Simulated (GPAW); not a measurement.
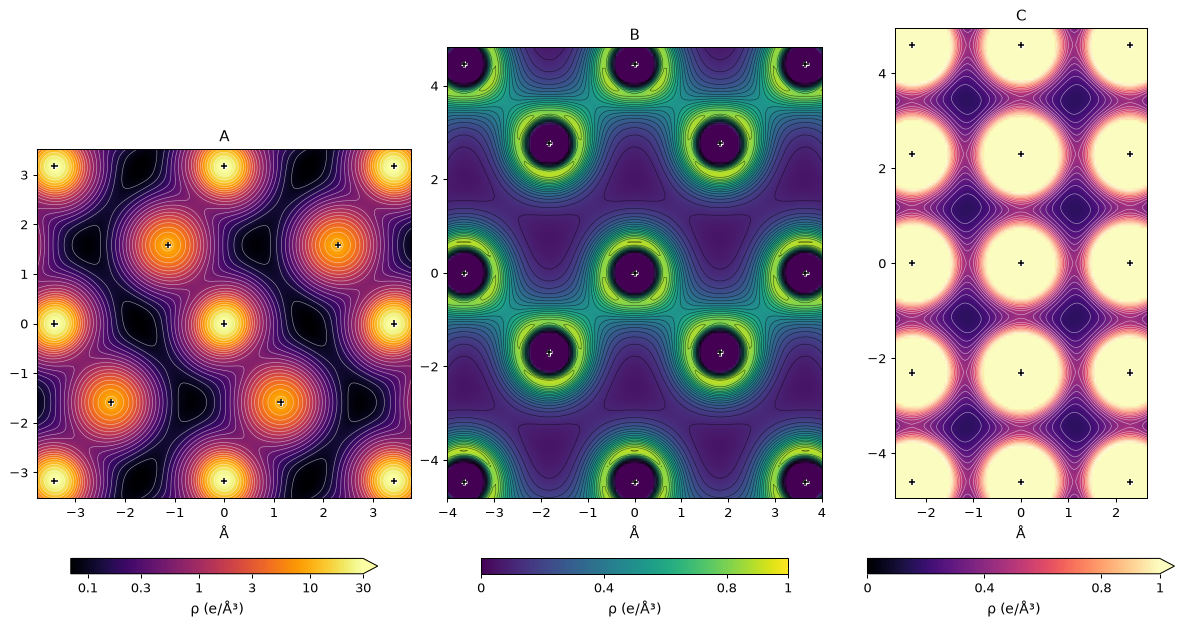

The valence charge density (pseudo) of 3 systems, each on a plane through atoms (crosses mark nuclei in the plane).

These are results of GPAW, Kohn-Sham DFT of a periodic cell, PBEsol, PAW data sets made by gpaw-setup for the functional, not measurements.

System 1: ZrN, the (010) plane of the conventional cell. Space group Fm-3m; computed pressure about −12 GPa in this cell.

```
Zr N
1.0
     4.60000    0.00000    0.00000
     0.00000    4.60000    0.00000
     0.00000    0.00000    4.60000
Zr N
4 4
Direct
  0.50000 0.00000 0.00000
  0.00000 0.50000 0.00000
  0.00000 0.00000 0.50000
  0.50000 0.50000 0.50000
  0.00000 0.00000 0.00000
  0.50000 0.50000 0.00000
  0.50000 0.00000 0.50000
  0.00000 0.50000 0.50000
```

System 2: As, the (010) plane of the conventional cell. Space group Cmce.

System 3: CuO, the (101̄) plane of the conventional cell. Space group C2/c.

```cif
data_structure
_symmetry_space_group_name_H-M 'P 1'
_symmetry_Int_Tables_number 1
_cell_length_a 4.6837
_cell_length_b 3.4226
_cell_length_c 5.1288
_cell_angle_alpha 90.000
_cell_angle_beta 99.540
_cell_angle_gamma 90.000
_cell_volume 81.08
loop_
_atom_site_label
_atom_site_type_symbol
_atom_site_fract_x
_atom_site_fract_y
_atom_site_fract_z
_atom_site_occupancy
Cu1 Cu 0.25000 0.75000 0.50000 1
Cu2 Cu 0.75000 0.25000 0.50000 1
Cu3 Cu 0.25000 0.25000 0.00000 1
Cu4 Cu 0.75000 0.75000 0.00000 1
O1 O 0.00000 0.58160 0.75000 1
O2 O 0.50000 0.08160 0.75000 1
O3 O 0.00000 0.41840 0.25000 1
O4 O 0.50000 0.91840 0.25000 1
```

### Match each panel to its system.

Panel A is system 3, CuO: the plane holds Cu and O. Cu–O (1.95 Å): the density is about 0.64 e/Å³ at the midpoint. Panel B is system 2, As: the plane holds As. As–As (2.49 Å): the density is about 0.52 e/Å³ at the midpoint. Panel C is system 1, ZrN: the plane holds Zr and N. Zr–N (2.30 Å): ρ at the midpoint is about 0.45 e/Å³.
